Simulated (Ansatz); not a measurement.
# Au(111) with 4 layers of random Au-W, 2x2: scattering by chemical disorder, part 2 of 2

Wanted: resistance against the alloy's length, first Au(111) with 4 layers of random Au-W, 2x2.

Ansatz 0.2.0; Ansatz plane-wave DFT, PBE, PAW files; ballistic transport by layer matching (Landauer), zero bias; PAW set soft_1.

So far. Step 3 (With 8 alloy layers): Over the solved energies the transmission per spin lies between 0.631 and 0.795, out of 3.20 channels of the lead on average (up to 3.21).

## (4) With 12 alloy layers

System of this step: Au(111) with 12 layers of random Au-W, 2x2. The cell holds 72 atoms: 66 Au and 6 W. Cell: a = 5.768 Å, b = 5.768 Å, c = 42.382 Å, α = 90.0°, β = 90.0°, γ = 120.0°. It derives from Au. Regions: lead, 24 atoms (24 Au); scattering region, 48 atoms (42 Au and 6 W). The structure is stacked along c, and the current runs across the ab planes.

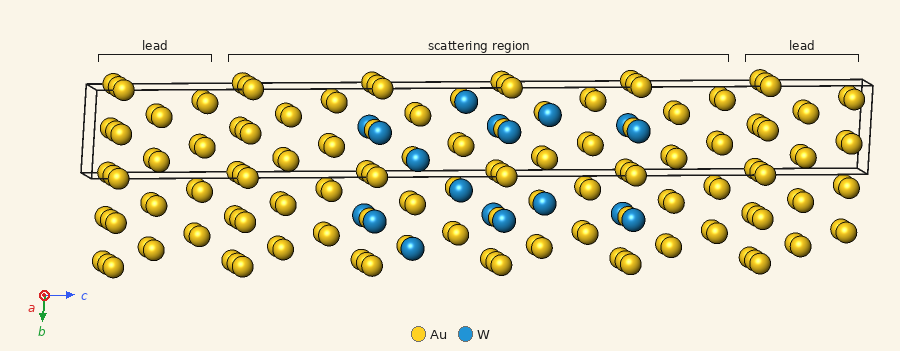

The cell of this step (gold yellow, tungsten blue). 1×2×1 cells are drawn. Some periodic images of atoms are drawn too.

input.yaml

```yaml
crystal:
  lattice:
    - [5.7675164607, 0.0, 0.0]
    - [-2.8837582304, 4.9948157718, 0.0]
    - [0.0, 0.0, 42.3824172358]
  atoms:
    - { symbol: Au, position: [0.0, 0.0, 0.0277777778] }
    - { symbol: Au, position: [0.0, 0.5, 0.0277777778] }
    - { symbol: Au, position: [0.5, 0.0, 0.0277777778] }
    - { symbol: Au, position: [0.5, 0.5, 0.0277777778] }
    - { symbol: Au, position: [0.1666666667, 0.3333333333, 0.0833333333] }
    - { symbol: Au, position: [0.1666666667, 0.8333333333, 0.0833333333] }
    - { symbol: Au, position: [0.6666666667, 0.3333333333, 0.0833333333] }
    - { symbol: Au, position: [0.6666666667, 0.8333333333, 0.0833333333] }
    - { symbol: Au, position: [0.3333333333, 0.1666666667, 0.1388888889] }
    - { symbol: Au, position: [0.3333333333, 0.6666666667, 0.1388888889] }
    - { symbol: Au, position: [0.8333333333, 0.1666666667, 0.1388888889] }
    - { symbol: Au, position: [0.8333333333, 0.6666666667, 0.1388888889] }
    - { symbol: Au, position: [0.0, 0.0, 0.1944444444] }
    - { symbol: Au, position: [0.0, 0.5, 0.1944444444] }
    - { symbol: Au, position: [0.5, 0.0, 0.1944444444] }
    - { symbol: Au, position: [0.5, 0.5, 0.1944444444] }
    - { symbol: Au, position: [0.1666666667, 0.3333333333, 0.25] }
    - { symbol: Au, position: [0.1666666667, 0.8333333333, 0.25] }
    - { symbol: Au, position: [0.6666666667, 0.3333333333, 0.25] }
    - { symbol: Au, position: [0.6666666667, 0.8333333333, 0.25] }
    - { symbol: Au, position: [0.3333333333, 0.1666666667, 0.3055555556] }
    - { symbol: Au, position: [0.3333333333, 0.6666666667, 0.3055555556] }
    - { symbol: Au, position: [0.8333333333, 0.1666666667, 0.3055555556] }
    - { symbol: Au, position: [0.8333333333, 0.6666666667, 0.3055555556] }
    - { symbol: Au, position: [0.0, 0.0, 0.3611111111] }
    - { symbol: W, position: [0.0, 0.5, 0.3611111111] }
    - { symbol: Au, position: [0.5, 0.0, 0.3611111111] }
    - { symbol: Au, position: [0.5, 0.5, 0.3611111111] }
    - { symbol: Au, position: [0.1666666667, 0.3333333333, 0.4166666667] }
    - { symbol: Au, position: [0.1666666667, 0.8333333333, 0.4166666667] }
    - { symbol: Au, position: [0.6666666667, 0.3333333333, 0.4166666667] }
    - { symbol: W, position: [0.6666666667, 0.8333333333, 0.4166666667] }
    - { symbol: Au, position: [0.3333333333, 0.1666666667, 0.4722222222] }
    - { symbol: Au, position: [0.3333333333, 0.6666666667, 0.4722222222] }
    - { symbol: W, position: [0.8333333333, 0.1666666667, 0.4722222222] }
    - { symbol: Au, position: [0.8333333333, 0.6666666667, 0.4722222222] }
    - { symbol: Au, position: [0.0, 0.0, 0.5277777778] }
    - { symbol: W, position: [0.0, 0.5, 0.5277777778] }
    - { symbol: Au, position: [0.5, 0.0, 0.5277777778] }
    - { symbol: Au, position: [0.5, 0.5, 0.5277777778] }
    - { symbol: Au, position: [0.1666666667, 0.3333333333, 0.5833333333] }
    - { symbol: Au, position: [0.1666666667, 0.8333333333, 0.5833333333] }
    - { symbol: W, position: [0.6666666667, 0.3333333333, 0.5833333333] }
    - { symbol: Au, position: [0.6666666667, 0.8333333333, 0.5833333333] }
    - { symbol: Au, position: [0.3333333333, 0.1666666667, 0.6388888889] }
    - { symbol: Au, position: [0.3333333333, 0.6666666667, 0.6388888889] }
    - { symbol: Au, position: [0.8333333333, 0.1666666667, 0.6388888889] }
    - { symbol: Au, position: [0.8333333333, 0.6666666667, 0.6388888889] }
    - { symbol: Au, position: [0.0, 0.0, 0.6944444444] }
    - { symbol: W, position: [0.0, 0.5, 0.6944444444] }
    - { symbol: Au, position: [0.5, 0.0, 0.6944444444] }
    - { symbol: Au, position: [0.5, 0.5, 0.6944444444] }
    - { symbol: Au, position: [0.1666666667, 0.3333333333, 0.75] }
    - { symbol: Au, position: [0.1666666667, 0.8333333333, 0.75] }
    - { symbol: Au, position: [0.6666666667, 0.3333333333, 0.75] }
    - { symbol: Au, position: [0.6666666667, 0.8333333333, 0.75] }
    - { symbol: Au, position: [0.3333333333, 0.1666666667, 0.8055555556] }
    - { symbol: Au, position: [0.3333333333, 0.6666666667, 0.8055555556] }
    - { symbol: Au, position: [0.8333333333, 0.1666666667, 0.8055555556] }
    - { symbol: Au, position: [0.8333333333, 0.6666666667, 0.8055555556] }
    - { symbol: Au, position: [0.0, 0.0, 0.8611111111] }
    - { symbol: Au, position: [0.0, 0.5, 0.8611111111] }
    - { symbol: Au, position: [0.5, 0.0, 0.8611111111] }
    - { symbol: Au, position: [0.5, 0.5, 0.8611111111] }
    - { symbol: Au, position: [0.1666666667, 0.3333333333, 0.9166666667] }
    - { symbol: Au, position: [0.1666666667, 0.8333333333, 0.9166666667] }
    - { symbol: Au, position: [0.6666666667, 0.3333333333, 0.9166666667] }
    - { symbol: Au, position: [0.6666666667, 0.8333333333, 0.9166666667] }
    - { symbol: Au, position: [0.3333333333, 0.1666666667, 0.9722222222] }
    - { symbol: Au, position: [0.3333333333, 0.6666666667, 0.9722222222] }
    - { symbol: Au, position: [0.8333333333, 0.1666666667, 0.9722222222] }
    - { symbol: Au, position: [0.8333333333, 0.6666666667, 0.9722222222] }
kpoints:
  mp_grid: { grid: [5, 5, 1] }
hamiltonian:
  xc: pbe
  pseudopotentials: { kind: paw, azcp: { folder: soft_1 } }
scf:
  occupations: { method: fermi_dirac, width: 0.1 }
output:
  transmission:
    leads: [[0, 4]]
    kmesh: [10, 10]
    e_range: [-0.05, 0.05]
    de: 0.05
  write_potential: true
  write_density: true
  volumetric_format: npy
```

Started as:

```bash
ansatz run input.yaml --threads 4 --pin off --max-ram 15360MiB --backend cpu --events-out ev --progress --plain --runs-dir out
```

Numbers of over 12 decimals in the logs are rounded to 6 here.

What it wrote:

```text
[...]
Crystal: 72 atoms, lattice volume = 1220.939 Å³
Basis set: ecut = 420 eV, 23937 PW (Γ)
Bands: 803, of which v1, the nominal top of the filled ones, is band 669 counted from 1 (668 counted from 0)
Symmetry: 1 space group operations
[...]
k-points: 13 of 25 (time reversal used)
[...]
SCF iter   1: F=—  HF=-930323.736714 eV  |F-HF|=—  |Δ(HF+E_count)|=         —  Δρ=1.04e-1  dr2=1.35e3  ethr=3.10e-3  ⟨swp⟩=4.0  Hψ=30804  notcnv=0  defer=252
[...]
SCF iter  13: F=-930282.070019 eV  HF=-930282.070019 eV  |F-HF|=2.19e-8  |Δ(HF+E_count)|=   2.56e-9  Δρ=2.37e-7  dr2=2.19e-8  ethr=7.47e-12  ⟨swp⟩=10.1  Hψ=36632  notcnv=0
SCF 1 converged in 13 iterations: F = -930282.070019 eV  dr2 = 2.19e-8
[...]
transmission: 278 of 2756 steps passed
transmission: 552 of 2756 steps passed
[...]
transmission: 2756 of 2756 steps passed
SCF converged after 13 iterations
Free energy (F): -930282.070019 eV
[...]
Internal energy: -930280.598956 eV  (E = F + TS)
E sigma→0 (E₀):  -930281.334488 eV
Entropy (-TS):   -1.471063 eV (-20.431 meV/atom)
Fermi energy:    20.791114 eV
[...]
--- Band table (eV; the first three rows and the last of 13) ---
  k-point 0: bands = [... 665 lower, 21.0067, 21.0415, 21.1223, 21.1344, 21.1705, 21.2657, 21.3050, 21.3259, ... 130 higher]
  k-point 1: bands = [... 665 lower, 20.6727, 20.7423, 20.7731, 20.8180, 20.8647, 20.9018, 20.9062, 20.9547, ... 130 higher]
  k-point 2: bands = [... 665 lower, 20.5675, 20.6067, 20.6330, 20.6705, 20.6939, 20.7112, 20.7311, 20.7775, ... 130 higher]
  k-point 12: bands = [... 665 lower, 20.6315, 20.6972, 20.7349, 20.7985, 20.8601, 20.9323, 20.9634, 21.0223, ... 130 higher]
--- Transmission ---
  basis      : 253 plane waves across, 53 finite elements along
  points     : 52, standing for a mesh of 10 x 10
[...]
channels       : 3.210000e0 a spin
[...]
junction   : crystal 0 to crystal 0, 1.66 to 41.68 Å
    transmission   : 5.986802e-1 a spin
[...]
```

Run time: 18 min. Hardware: 4 threads of Intel Xeon Platinum 8488C (Sapphire Rapids), shared host; peak memory 9.8 GiB.

This step gave:

```yaml
free_energy: -930282.0700 eV
energy_at_zero_smearing: -930281.3345 eV
fermi_energy: 20.79 eV
transmission_at_the_energy_nearest_the_fermi_level_one_spin: 0.5987
channels_at_the_energy_nearest_the_fermi_level_one_spin: 3.21
step_of_the_lead_s_hamiltonian: 15.4 meV
```

Per spin. The transmission, zone mean by energy, zero at the Fermi level:

```csv
energy (eV),"transmission, zone mean"
-0.0500,0.639
0.0000,0.599
0.0500,0.580
```

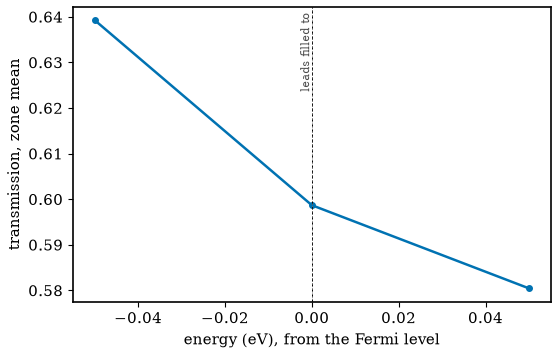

Transmission, zone mean, plotted against energy.

Over the solved energies the transmission per spin lies between 0.580 and 0.639, out of 3.21 channels of the lead on average (up to 3.21).

## (5) Resistance against length

This step: Ansatz plane-wave DFT, PBE, PAW files; ballistic transport by layer matching (Landauer), zero bias; residual resistivity from the slope of the area resistance, atoms on the host's lattice; PAW set soft_1 (Ansatz 0.2.0).

This step gave:

* resistivity: 183.2 µΩ cm
* intercept: 0.1061 fΩ m²
* scatter about the fit: 0.4316 fΩ m²

Resistance, by row:

| run | length (Å) | T | channels N | RA (fΩ m²) |
| --- | --- | --- | --- | --- |
| n4 | 9.418 | 1.385 | 3.21 | 1.526 |
| n8 | 18.84 | 0.6976 | 3.197 | 4.166 |
| n12 | 28.25 | 0.6061 | 3.21 | 4.976 |

Area resistance against length of the alloy:

| length of the alloy (Å) | area resistance (fΩ m²) |
| --- | --- |
| 9.42 | 1.53 |
| 18.84 | 4.17 |
| 28.25 | 4.98 |

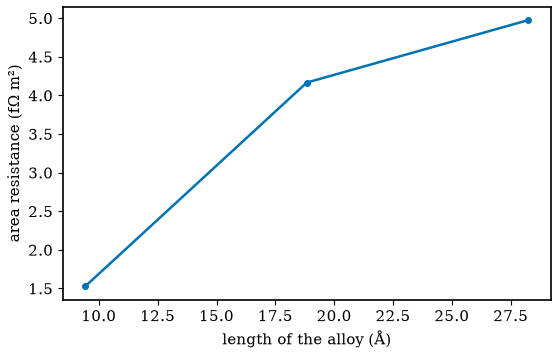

Area resistance against length of the alloy.

The area resistance goes from 1.5 to 5.0 fΩ m² between 9.4 and 28.3 Å, a slope of 183 µΩ cm.

By hand from the end points: (4.976 − 1.526) fΩ m² / (28.25 − 9.42) Å = 183 µΩ cm, since 1 fΩ m² per Å is 1000 µΩ cm.

## (6) Summary of results

```yaml
resistivity_from_the_slope: 183 µΩ cm
area_resistance_over_9p42_a: 1.53 fΩ m²
area_resistance_over_18p8_a: 4.17 fΩ m²
area_resistance_over_28p3_a: 4.98 fΩ m²
```

The slope gives 183 µΩ cm. The points scatter by 0.43 fΩ m² about the line, with one random draw a length in a 2x2 cell, so the slope is a rough value. Read with a model of isotropic scattering on a spherical Fermi surface and the lead's 0.86×10¹⁵ S/m², this slope means a mean free path near 4.7 Å; over these lengths the model's slope is within 3 % of its bulk resistivity, though a free path of a few ångströms strains the picture. The draw over the shortest length came out nearly ordered, with 8 symmetry operations, so that point is a poor sample of a random alloy. The atoms sit on the host's lattice, so scattering by size misfit is left out. Spin-orbit coupling is left out, which matters for Au and W.

[Logs are printed without paths, hosts, clocks, repeated set-up lines and the standing remarks that a program may print on its own settings, such as how far it seeks lower states.]

[Hosts, paths, dates, database ids (printed as entryN), source tags and the programs' standing remarks are cut or masked in the printed files.]
